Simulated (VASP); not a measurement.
Run report: GaSb, geometry relaxation (part 2 of 2)

GaSb (F-43m, 2 atoms in the cell); Kohn-Sham DFT of a periodic cell, PBE, VASP PAW PBE potentials, recommended, no spin polarisation (VASP 6.6.1); cutoff 520 eV, 10×10×10 k-mesh, Gaussian smearing of 0.02 eV. The structure derives from an entry of the Crystallography Open Database.

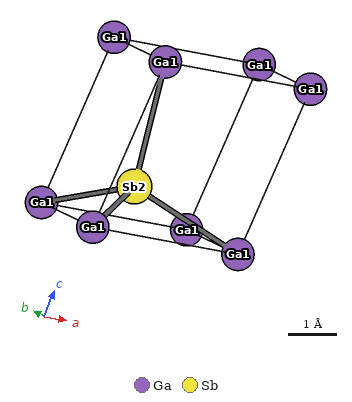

**Figure 1.** The geometry at step 1 of the log (ball-and-stick view of the cell of the calculation, seen at an oblique angle; atoms are numbered from 1 in the order of the input).

Parts of OUTCAR, continued
```
 k-point     1 :       0.0000    0.0000    0.0000
  band No.  band energies     occupation
      1     -10.1648      2.00000
      2     -10.1648      2.00000
      3     -10.1648      2.00000
      4     -10.1151      2.00000
      5     -10.1151      2.00000
      6      -6.6068      2.00000
      7       4.8696      1.88962
      8       4.8696      1.88960
      9       4.8696      1.88960
     10       4.9059      0.33118
     11       7.6458      0.00000
     12       7.6458      0.00000
     13       7.6458      0.00000

 k-point     2 :       0.1000    0.0000    0.0000
  band No.  band energies     occupation
      1     -10.1675      2.00000
      2     -10.1636      2.00000
      3     -10.1636      2.00000
      4     -10.1152      2.00000
      5     -10.1152      2.00000
      6      -6.5040      2.00000
      7       3.2831      2.00000
      8       4.6977      2.00000
      9       4.6977      2.00000
     10       5.8455      0.00000
     11       7.8813      0.00000
     12       7.8813      0.00000
     13       8.0404      0.00000

 k-point     3 :       0.2000    0.0000    0.0000
  band No.  band energies     occupation
      1     -10.1745      2.00000
      2     -10.1606      2.00000
      3     -10.1606      2.00000
      4     -10.1154      2.00000
      5     -10.1154      2.00000
      6      -6.2049      2.00000
      7       1.6219      2.00000
      8       4.3441      2.00000
      9       4.3441      2.00000
     10       5.8119      0.00000
     11       8.3345      0.00000
     12       8.3345      0.00000
     13       9.3015      0.00000

 k-point     4 :       0.3000    0.0000    0.0000
  band No.  band energies     occupation
      1     -10.1830      2.00000
      2     -10.1573      2.00000
      3     -10.1573      2.00000
      4     -10.1154      2.00000
      5     -10.1154      2.00000
      6      -5.7466      2.00000
      7       0.1267      2.00000
      8       4.0119      2.00000
      9       4.0119      2.00000
     10       5.5423      0.00000
     11       8.6073      0.00000
     12       8.6073      0.00000
     13      10.8564      0.00000

 k-point     5 :       0.4000    0.0000    0.0000
  band No.  band energies     occupation
      1     -10.1898      2.00000
      2     -10.1549      2.00000
      3     -10.1549      2.00000
      4     -10.1150      2.00000
      5     -10.1150      2.00000
      6      -5.2408      2.00000
      7      -1.0206      2.00000
      8       3.7914      2.00000
      9       3.7914      2.00000
     10       5.3428      0.00000
     11       8.6373      0.00000
     12       8.6373      0.00000
     13      11.4336      0.00000

 [... the levels of 18 k-points are left out ...]

 k-point    24 :       0.4000    0.3000    0.0000
  band No.  band energies     occupation
      1     -10.2006      2.00000
      2     -10.1463      2.00000
      3     -10.1458      2.00000
      4     -10.1234      2.00000
      5     -10.1121      2.00000
      6      -4.9988      2.00000
      7      -0.7169      2.00000
      8       2.3755      2.00000
      9       2.6879      2.00000
     10       6.1103      0.00000
     11       7.1659      0.00000
     12      11.0595      0.00000
     13      11.5667      0.00000

 [... further k-points ...]

------------------------ aborting loop because EDIFF is reached ----------------------------------------

  FORCE on cell =-STRESS in cart. coord.  units (eV):
  Direction    XX          YY          ZZ          XY          YZ          ZX
  --------------------------------------------------------------------------------------
  -------------------------------------------------------------------------------------
  Total        0.8552150      0.8552150      0.8552150      0.0000000      0.0000000     -0.0000000
  in kB       23.9341205     23.9341205     23.9341205      0.0000000      0.0000000     -0.0000000
  external PRESSURE =      23.9341205 kB  Pullay stress =       0.0000000 kB

 VOLUME and BASIS-vectors are now :
 -----------------------------------------------------------------------------
  energy-cutoff  :      520.00
  volume of cell :       57.25
      direct lattice vectors                 reciprocal lattice vectors
     0.000000000  3.059000000  3.059000000    -0.163452109  0.163452109  0.163452109
     3.059000000  0.000000000  3.059000000     0.163452109 -0.163452109  0.163452109
     3.059000000  3.059000000  0.000000000     0.163452109  0.163452109 -0.163452109

 POSITION                                       TOTAL-FORCE (eV/Angst)
 -----------------------------------------------------------------------------------
      0.00000      0.00000      0.00000         0.000000      0.000000      0.000000
      1.52950      1.52950      1.52950        -0.000000     -0.000000     -0.000000
 -----------------------------------------------------------------------------------
    total drift:                                0.000002      0.000002      0.000002

  FREE ENERGIE OF THE ION-ELECTRON SYSTEM (eV)
  ---------------------------------------------------
  free  energy   TOTEN  =        -7.3512013178 eV

  energy  without entropy=       -7.3511848147  energy(sigma->0) =       -7.35119307

--------------------------------------- Ionic step        2  -------------------------------------------

 number of electron      18.0000017 magnetization

 Free energy of the ion-electron system (eV)
  ---------------------------------------------------
  ext. energy  EPLUGINS =         0.00000000
  ---------------------------------------------------
  free energy    TOTEN  =        -7.37009307 eV

  energy without entropy =       -7.37006222  energy(sigma->0) =       -7.37007765

 E-fermi :   4.2701     XC(G=0):  -8.8241     alpha+bet : -9.4851

 val. band max:        4.2639915504   @ k =   0.0000   0.0000   0.0000
 cond. band min:       4.5465362454   @ k =   0.5000   0.0000   0.0000
 fundamental gap:      0.2825446950
 Fermi energy:         4.2700827165

 k-point     1 :       0.0000    0.0000    0.0000
  band No.  band energies     occupation
      1     -10.6606      2.00000
      2     -10.6606      2.00000
      3     -10.6606      2.00000
      4     -10.6196      2.00000
      5     -10.6196      2.00000
      6      -6.8032      2.00000
      7       3.8755      2.00000
      8       4.2640      1.33336
      9       4.2640      1.33332
     10       4.2640      1.33332
     11       7.0545      0.00000
     12       7.0545      0.00000
     13       7.0545      0.00000

 k-point     2 :       0.1000    0.0000    0.0000
  band No.  band energies     occupation
      1     -10.6627      2.00000
      2     -10.6597      2.00000
      3     -10.6597      2.00000
      4     -10.6198      2.00000
      5     -10.6198      2.00000
      6      -6.7081      2.00000
      7       2.5797      2.00000
      8       4.1100      2.00000
      9       4.1100      2.00000
     10       5.0090      0.00000
     11       7.2701      0.00000
     12       7.2701      0.00000
     13       7.3736      0.00000

 k-point     3 :       0.2000    0.0000    0.0000
  band No.  band energies     occupation
      1     -10.6680      2.00000
      2     -10.6573      2.00000
      3     -10.6573      2.00000
      4     -10.6199      2.00000
      5     -10.6199      2.00000
      6      -6.4321      2.00000
      7       1.0507      2.00000
      8       3.7878      2.00000
      9       3.7878      2.00000
     10       5.0420      0.00000
     11       7.6953      0.00000
     12       7.6953      0.00000
     13       8.4850      0.00000

 k-point     4 :       0.3000    0.0000    0.0000
  band No.  band energies     occupation
      1     -10.6746      2.00000
      2     -10.6546      2.00000
      3     -10.6546      2.00000
      4     -10.6198      2.00000
      5     -10.6198      2.00000
      6      -6.0127      2.00000
      7      -0.3314      2.00000
      8       3.4809      2.00000
      9       3.4809      2.00000
     10       4.8030      0.00000
     11       7.9703      0.00000
     12       7.9703      0.00000
     13       9.9626      0.00000

 k-point     5 :       0.4000    0.0000    0.0000
  band No.  band energies     occupation
      1     -10.6799      2.00000
      2     -10.6527      2.00000
      3     -10.6527      2.00000
      4     -10.6195      2.00000
      5     -10.6195      2.00000
      6      -5.5578      2.00000
      7      -1.3844      2.00000
      8       3.2758      2.00000
      9       3.2758      2.00000
     10       4.6139      0.00000
     11       8.0195      0.00000
     12       8.0195      0.00000
     13      10.8273      0.00000

 [... the levels of 18 k-points are left out ...]

 k-point    24 :       0.4000    0.3000    0.0000
  band No.  band energies     occupation
      1     -10.6888      2.00000
      2     -10.6459      2.00000
      3     -10.6455      2.00000
      4     -10.6260      2.00000
      5     -10.6171      2.00000
      6      -5.3294      2.00000
      7      -1.1810      2.00000
      8       1.9756      2.00000
      9       2.2623      2.00000
     10       5.5538      0.00000
     11       6.5618      0.00000
     12      10.2319      0.00000
     13      10.7343      0.00000

 [... further k-points ...]

------------------------ aborting loop because EDIFF is reached ----------------------------------------

  FORCE on cell =-STRESS in cart. coord.  units (eV):
  Direction    XX          YY          ZZ          XY          YZ          ZX
  --------------------------------------------------------------------------------------
  -------------------------------------------------------------------------------------
  Total       -0.2152285     -0.2152285     -0.2152285      0.0000000      0.0000000     -0.0000000
  in kB       -5.6655003     -5.6655003     -5.6655003      0.0000000      0.0000000     -0.0000000
  external PRESSURE =      -5.6655003 kB  Pullay stress =       0.0000000 kB

 VOLUME and BASIS-vectors are now :
 -----------------------------------------------------------------------------
  energy-cutoff  :      520.00
  volume of cell :       60.87
      direct lattice vectors                 reciprocal lattice vectors
     0.000000000  3.122103870  3.122103870    -0.160148419  0.160148419  0.160148419
     3.122103870  0.000000000  3.122103870     0.160148419 -0.160148419  0.160148419
     3.122103870  3.122103870 -0.000000000     0.160148419  0.160148419 -0.160148419

 POSITION                                       TOTAL-FORCE (eV/Angst)
 -----------------------------------------------------------------------------------
      3.12210      3.12210     -0.00000        -0.000000      0.000000      0.000000
      1.56105      1.56105      1.56105         0.000000     -0.000000     -0.000000
 -----------------------------------------------------------------------------------
    total drift:                                0.000002      0.000002      0.000002

  FREE ENERGIE OF THE ION-ELECTRON SYSTEM (eV)
  ---------------------------------------------------
  free  energy   TOTEN  =        -7.3700930731 eV

  energy  without entropy=       -7.3700622206  energy(sigma->0) =       -7.37007765

 reached required accuracy - stopping structural energy minimisation
```

CONTCAR
```
GaSb
   1.00000000000000
     0.0000000000000000    3.1221038695726451    3.1221038695726451
     3.1221038695726451    0.0000000000000000    3.1221038695726451
     3.1221038695726451    3.1221038695726451   -0.0000000000000000
  Ga              Sb
     1     1
Direct
     0.0000000000000000    0.0000000000000000    1.0000000000000000
     0.2500000000000000    0.2500000000000000    0.2500000000000000

  0.00000000E+00  0.00000000E+00  0.00000000E+00
  0.00000000E+00  0.00000000E+00  0.00000000E+00
```

Trajectory as extended XYZ (Å, eV, eV/Å), 2 frames, from step=0 to step=1
```
2
Lattice="0.0000 3.0590 3.0590 3.0590 0.0000 3.0590 3.0590 3.0590 0.0000" Properties=species:S:1:pos:R:3:forces:R:3 step=0 energy=-7.35120
Ga    0.0000    0.0000    0.0000    0.0000   0.0000   0.0000
Sb    1.5295    1.5295    1.5295    0.0000   0.0000   0.0000
2
Lattice="0.0000 3.1221 3.1221 3.1221 0.0000 3.1221 3.1221 3.1221 -0.0000" Properties=species:S:1:pos:R:3:forces:R:3 step=1 energy=-7.37009
Ga    3.1221    3.1221    0.0000    0.0000   0.0000   0.0000
Sb    1.5611    1.5611    1.5611    0.0000   0.0000   0.0000
```

This output came from the following input.

INCAR
```
SYSTEM = GaSb
  PREC = Accurate
  ENCUT = 520
  EDIFF = 1E-7
  ISMEAR = 0
  SIGMA = 0.02
  LREAL = .FALSE.
  LASPH = .TRUE.
  NELM = 100
  ALGO = Normal
  ISIF = 3
  LWAVE = .FALSE.
  LCHARG = .FALSE.
  GGA = PE
  IBRION = 2
  NSW = 80
  EDIFFG = -0.15
```

KPOINTS
```
regular mesh
0
G
  10 10 10
  0 0 0
```

POSCAR
```
GaSb
1.0
    0.0000000000      3.0590000000      3.0590000000
    3.0590000000      0.0000000000      3.0590000000
    3.0590000000      3.0590000000      0.0000000000
Ga Sb
1 1
Direct
    0.0000000000      0.0000000000      0.0000000000
    0.2500000000      0.2500000000      0.2500000000
```

Launched with:
```bash
cat potpaw_PBE.64/Ga_d/POTCAR potpaw_PBE.64/Sb/POTCAR > POTCAR
mpirun -np 1 vasp_std > vasp.out
```

Results in brief

```tsv
quantity	value
outcome	converged
space group (tolerance 0.01 Å)	F-43m (216)
electrons treated	18
free energy	−7.3701 eV
gap on the k-point mesh	none (metallic)
pressure	−0.57 GPa
final volume	60.87 Å³
largest force (length of the vector) at the end	under 0.001 eV/Å
final cell	a = 4.415 Å, b = 4.415 Å, c = 4.415 Å, α = 60.00°, β = 60.00°, γ = 60.00°
hardware	1 thread of Intel Xeon (Sapphire Rapids), 176 GiB of memory available, shared host
wall time	48 s
peak memory	0.2 GiB
```

Remarks

The volume changed by more than 5 % on the plane waves of the start, so the result carries a basis error; a second relaxation from the end is advised.
